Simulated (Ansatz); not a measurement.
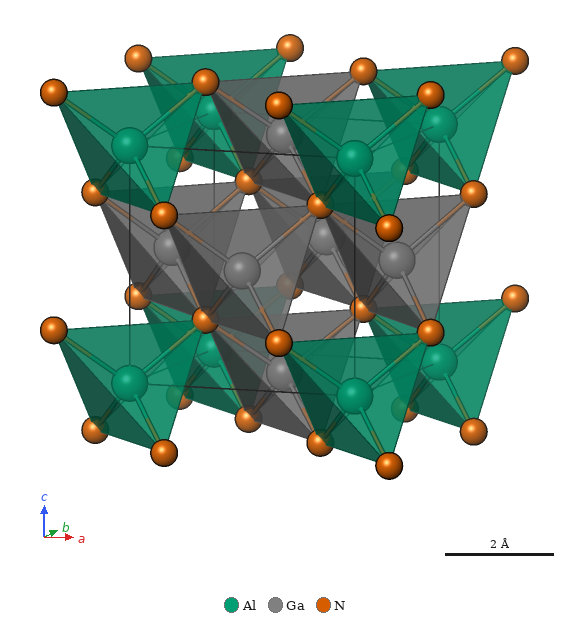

Figure 1. The structure (polyhedral view of the cell of the calculation, seen slightly off an axis; polyhedra are completed across the faces of the cell). An atom can appear more than once, as a periodic image.

**Run report: AlGa3N4, single-point calculation**

AlGa3N4 (P-43m, 8 atoms in the cell), computed with DFT PBEsol, scalar-relativistic, plane waves, PAW, no spin polarisation (Ansatz 0.2.0).

The structure derives from a Materials Project entry.

The input:
```yaml
crystal:
  lattice:
    - [4.4676279261, 0.0, 0.0]
    - [0.0, 4.4676279261, 0.0]
    - [0.0, 0.0, 4.4676279261]
  atoms:
    - { symbol: Al, position: [0.0, 0.0, 0.0] }
    - { symbol: Ga, position: [0.5, 0.5, 0.0] }
    - { symbol: Ga, position: [0.5, 0.0, 0.5] }
    - { symbol: Ga, position: [0.0, 0.5, 0.5] }
    - { symbol: "N", position: [0.755030922, 0.755030922, 0.244969078] }
    - { symbol: "N", position: [0.755030922, 0.244969078, 0.755030922] }
    - { symbol: "N", position: [0.244969078, 0.755030922, 0.755030922] }
    - { symbol: "N", position: [0.244969078, 0.244969078, 0.244969078] }
basis:
  ecutwfc: 420
kpoints:
  mp_grid: { grid: [6, 6, 6] }
hamiltonian:
  xc: pbesol
scf:
  occupations: { method: gaussian, width: 0.05 }
output:
  forces: true
  stress: true
  eigenvalues: true
  write_density: true
  write_potential: true
  elf: true
  volumetric_format: npy
```

Launch command:
```bash
ansatz run input.yaml --threads 2 --pin off --max-ram 5120MiB --backend cpu --events-out ev --progress --plain --runs-dir out
```

The program's output:
```
Engine: ansatz 0.2.0, x86_64-unknown-linux-gnu
Pseudopotentials: kind: paw
Pseudopotential: Al, paw, valence charge 3, recommended cutoff 420 eV (normal), Al.paw.azcp
Pseudopotential: Ga, paw, valence charge 13, recommended cutoff 420 eV (normal), Ga.paw.azcp
Pseudopotential: N, paw, valence charge 5, recommended cutoff 420 eV (normal), N.paw.azcp
Functional definition: PBEsol
  exchange = pbesol_x
  correlation = pbesol_c
Crystal: 8 atoms, lattice volume = 89.173 Å³
Basis set: ecut = 420 eV, 1743 PW (Γ), exchange–correlation on 60×60×60 points (8 copies of the dense FFT grid, shifted against one another)
Bands: 39, of which v1, the nominal top of the filled ones, is band 31 counted from 1 (30 counted from 0)
Symmetry: 24 space group operations
Space group: P-43m (ITA 215), of the structure as read, at distance tolerance 4.5e-5 Å
k-points: 20 of 216 (time reversal used)
Non-local potential: Al, projectors of the file, l = 0: 2, l = 1: 2, l = 2: 1
Non-local potential: Ga, projectors of the file, l = 0: 2, l = 1: 2, l = 2: 3, l = 3: 1
Non-local potential: N, projectors of the file, l = 0: 2, l = 1: 2, l = 2: 1
PAW form: soft (Blöchl's): semilocal exchange-correlation on the pseudo side does not see the compensation charge
PAW frozen core: Al, regenerated for the run's functional, and the local potential with it (the file was generated under x = pbe(κ = 0.804, μ = 0.2195149727645171), c = pbe(β = 0.06672455060314922))
PAW frozen core: Ga, regenerated for the run's functional, and the local potential with it (the file was generated under x = pbe(κ = 0.804, μ = 0.2195149727645171), c = pbe(β = 0.06672455060314922))
PAW frozen core: N, regenerated for the run's functional, and the local potential with it (the file was generated under x = pbe(κ = 0.804, μ = 0.2195149727645171), c = pbe(β = 0.06672455060314922))
PAW one-centre angular grid: Al, 110 points (default); XC on 64 Gauss nodes
PAW one-centre angular grid: Ga, 590 points (default); XC on 64 Gauss nodes
PAW one-centre angular grid: N, 110 points (default); XC on 64 Gauss nodes
Initial density: superposition of atomic densities (neutral atoms: chi_scale 0, normalization atom), corrected by the library's trained network
Initial wavefunctions: pseudopotential atomic-orbital guess
Functional: x = pbesol(κ = 0.804, μ = 0.12345679012345678), c = pbesol(β = 0.046)
SCF iter   1: F=—  HF=-13274.444898 eV  |F-HF|=—  |Δ(HF+E_count)|=         —  Δρ=1.18e-2  dr2=1.23e-1  ethr=1.77e-3  ⟨swp⟩=6.8  Hψ=3105  notcnv=0
preconditioner: auto → Resta (q_TF=auto, 2.568 Å⁻¹)  ε∞=4.7  [insulator: Δε(μ)=2.204 eV  Ē_g=16.092 eV  σ=0.050 eV  W_gap=1.00  n_scr=26 (ndim 8)  ℏωp=31.0 eV  f_vac=0.000  D(μ)=0.00/eV (n_scr^D=0)  ε∞_Penn≈4.7]
SCF iter   2: F=—  HF=-13274.409911 eV  |F-HF|=—  |Δ(HF+E_count)|=   3.50e-2  Δρ=1.81e-3  dr2=2.90e-3  ethr=1.99e-4  ⟨swp⟩=2.0  Hψ=1210  notcnv=0  defer=67
SCF iter   3: F=—  HF=-13274.409467 eV  |F-HF|=—  |Δ(HF+E_count)|=   4.44e-4  Δρ=8.65e-4  dr2=5.78e-4  ethr=4.67e-6  ⟨swp⟩=2.7  Hψ=1296  notcnv=0  defer=67
SCF iter   4: F=—  HF=-13274.409460 eV  |F-HF|=—  |Δ(HF+E_count)|=   6.27e-6  Δρ=2.06e-4  dr2=3.65e-5  ethr=9.32e-7  ⟨swp⟩=3.0  Hψ=1505  notcnv=0  defer=67
SCF iter   5: F=—  HF=-13274.409363 eV  |F-HF|=—  |Δ(HF+E_count)|=   9.75e-5  Δρ=1.11e-4  dr2=6.73e-6  ethr=5.89e-8  ⟨swp⟩=2.0  Hψ=1328  notcnv=0  defer=67
SCF iter   6: F=-13274.409367 eV  HF=-13274.409367 eV  |F-HF|=3.84e-8  |Δ(HF+E_count)|=   3.62e-6  Δρ=1.19e-5  dr2=9.36e-8  ethr=1.61e-10  ⟨swp⟩=11.3  Hψ=5530  notcnv=0
SCF 1 converged in 6 iterations: F = -13274.409367 eV  dr2 = 9.36e-8
  greatest PAW one-centre occupation: 0.995 electrons in one spin orbital (limit 2), on the Ga atom at site 1 (counted from 0), in its partial waves of l = 2
```

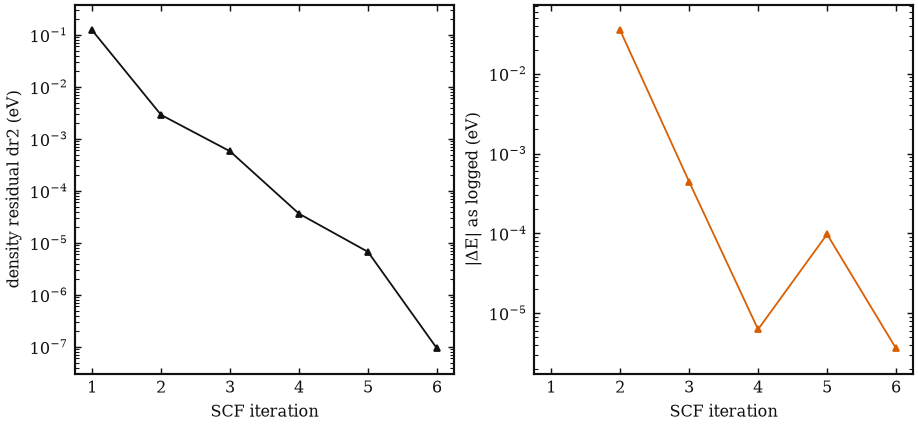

Figure 2. Convergence of the self-consistent field: density residual dr2 and size of the energy change against the SCF iteration. The residual falls at every step.

```
SCF converged after 6 iterations
Free energy (F): -13274.409367 eV
Harris-Foulkes:  -13274.409367 eV  (|F-HF|=3.84e-8)
Internal energy: -13274.409367 eV  (E = F + TS)
E sigma→0 (E₀):  -13274.409367 eV
Fermi energy:    10.051052 eV
--- Per-component energies (eV) ---
  E_band       = -19.290526
  E_kinetic    = 898.550916
  E_local      = -6510.067450  (includes V_loc(G=0)·N_el)
  E_nonlocal   = 1482.086136
  E_hartree    = 2976.730428
  E_xc         = -483.703572
  E_vxc        = -508.976531  (∫ρ·V_xc dr)
  E_paw        = -6805.492974  (= ΣΔE_a)
  E_vpaw       = -1334.338074  (= ΣTr[D̂ρ^β])
  E_aug_tail   = 0.000173  (compensation charges beyond the density's cutoff)
  E_ewald      = -4835.233491
  E_core_change = 2.720468  (= ΣΔE_core)
  E_smearing   = -0.000000  (= −TS)
  E_closure    = -0.000000  (closes the sum)
  Σ components = -13274.409367   (vs F -13274.409367, Δ=0.00e0)
--- Forces (eV/Å), atoms counted from 1 ---
  atom   1  Al    -0.00000000     0.00000000    -0.00000000
  atom   2  Ga    -0.00000000     0.00000000    -0.00000000
  atom   3  Ga    -0.00000000     0.00000000     0.00000000
  atom   4  Ga    -0.00000000     0.00000000    -0.00000000
  atom   5  N     -0.00002274    -0.00002274     0.00002274
  atom   6  N     -0.00002274     0.00002274    -0.00002274
  atom   7  N      0.00002274    -0.00002274    -0.00002274
  atom   8  N      0.00002274     0.00002274     0.00002274
  max |Σ_I F_I| component: 2.43e-17 eV/Å
--- Stress (GPa, compression-positive) ---
       -0.012065      -0.000000       0.000000
        0.000000      -0.012065      -0.000000
        0.000000      -0.000000      -0.012065
  P = ⅓ Tr σ = -0.0121 GPa (-0.121 kbar)
--- Band table (eV; the first three rows and the last of 20) ---
  k-point 0: bands = ["-6.7741", "-5.5223", "-5.5223", "-5.5223", "-4.2871", "-4.2664", "-4.2664", "-4.2664", "-4.1868", "-4.1868", "-4.0511", "-4.0511", "-4.0511", "-4.0124", "-4.0124", "-3.9527", "-2.5341", "-2.5341", "-2.5341", "2.8195", "2.8195", "3.6215", "6.4241", "6.4241", "6.4241", "6.4302", "6.4302", "6.4302", "8.9056", "8.9056", "8.9056", "11.1953", "12.2385", "12.2385", "12.2385", "15.3496", "15.3496", "17.2890", "19.6661"]
  k-point 1: bands = ["-6.6623", "-5.5569", "-5.5237", "-5.5237", "-4.2823", "-4.2633", "-4.2633", "-4.2409", "-4.1814", "-4.1735", "-4.0817", "-4.0817", "-4.0500", "-4.0243", "-4.0122", "-3.9621", "-2.8284", "-2.4756", "-2.4756", "2.9355", "3.1164", "3.8160", "6.1139", "6.1473", "6.1473", "6.2075", "6.5686", "6.5686", "8.1771", "8.7175", "8.7175", "11.9451", "12.5533", "12.8276", "12.8276", "15.5709", "15.8418", "17.5651", "19.1291"]
  k-point 2: bands = ["-6.3627", "-5.6879", "-5.5266", "-5.5266", "-4.2512", "-4.2485", "-4.2485", "-4.1969", "-4.1482", "-4.1475", "-4.1475", "-4.1433", "-4.0446", "-4.0425", "-4.0130", "-3.9862", "-3.4169", "-2.3604", "-2.3604", "3.2364", "3.5804", "4.5045", "5.4654", "5.6746", "5.6746", "5.7376", "6.9610", "6.9610", "6.9741", "8.2182", "8.2182", "13.1065", "13.3427", "14.1606", "14.1606", "16.0467", "16.9202", "17.5902", "18.7193"]
  k-point 19: bands = ["-5.8586", "-5.6620", "-5.6620", "-5.6620", "-4.2755", "-4.2755", "-4.2755", "-4.2020", "-4.2020", "-4.0863", "-4.0863", "-4.0863", "-3.9853", "-3.9853", "-3.9853", "-3.0816", "-3.0816", "-3.0816", "-2.6140", "1.9600", "1.9600", "1.9600", "2.5771", "7.9082", "7.9082", "7.9082", "8.1515", "8.1515", "8.2210", "8.2210", "8.2210", "13.8253", "13.8253", "13.8253", "15.0864", "17.8156", "17.8156", "17.8156", "18.2094"]
```

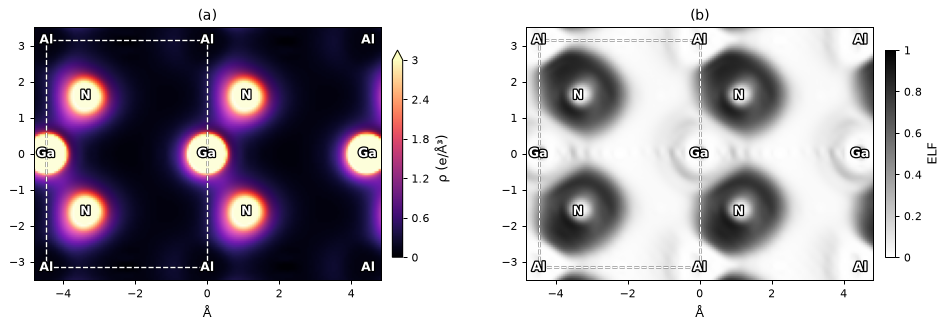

Figure 3. (a) valence pseudo-density; (b) electron localisation function on the (11̄0) plane of the conventional cell. Ga–N (1.95 Å): ρ at the midpoint is about 0.74 e/Å³; the ELF is about 0.45 at the midpoint. The density dies away to nearly zero in the voids. The strong features right at Ga lie inside the PAW spheres (semicore, d or f shells) and say nothing about bonding. Core electrons are frozen (PAW), so the fields are smoothed inside the atomic spheres.

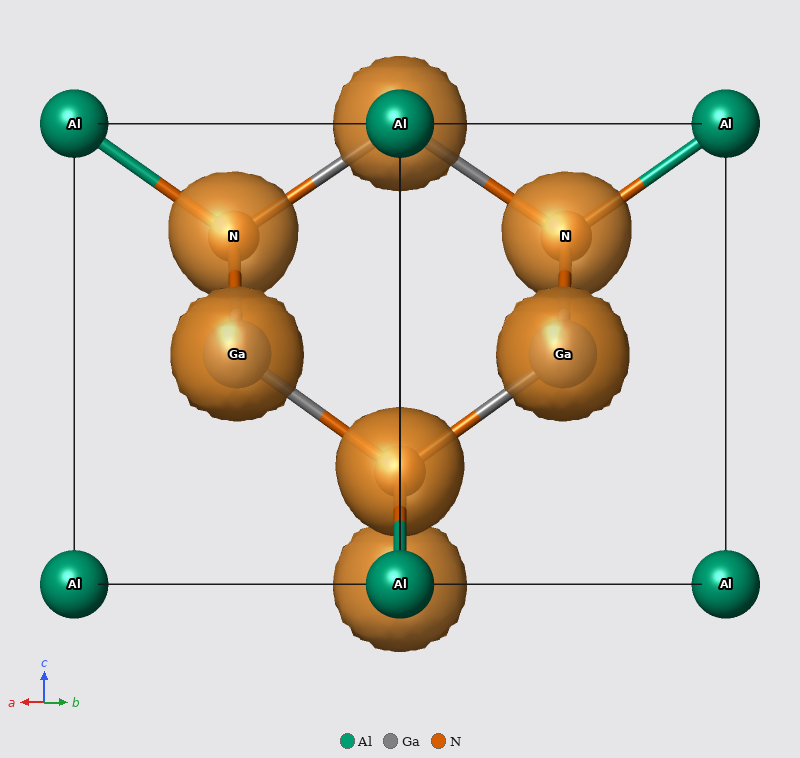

Figure 4. Isosurface of the valence pseudo-density at 1.5 e/Å³ (orange), seen along [110]. Sticks mark near contacts. The outline is the cell set on symmetry axes. At this value the density breaks into separate islands; it holds about 55 % of the electrons treated as valence (semicore included). It is pinched off along the Al–N (1.90 Å) and Ga–N (1.95 Å) contacts. On the grid the lowest density along these lines, outside the cores, is 0.57 e/Å³ (Al–N, 1.90 Å) and 0.73 e/Å³ (Ga–N, 1.95 Å).

Summary:

| quantity | value |
| --- | --- |
| outcome | converged |
| space group (tolerance 0.01 Å) | P-43m (215) |
| electrons treated | 62 |
| free energy | −13274.4094 eV |
| Fermi energy | 10.051 eV |
| gap on the k-point mesh | 2.29 eV |
| pressure | −0.01 GPa |
| largest force (length of the vector) | under 0.001 eV/Å |
| hardware | 2 threads of Intel Xeon @ 2.50GHz (Skylake/Cascade Lake), 189 GiB of memory available, shared host |
| wall time | 8.9 s (CPU time 17 s) |
| peak memory | 0.38 GiB |
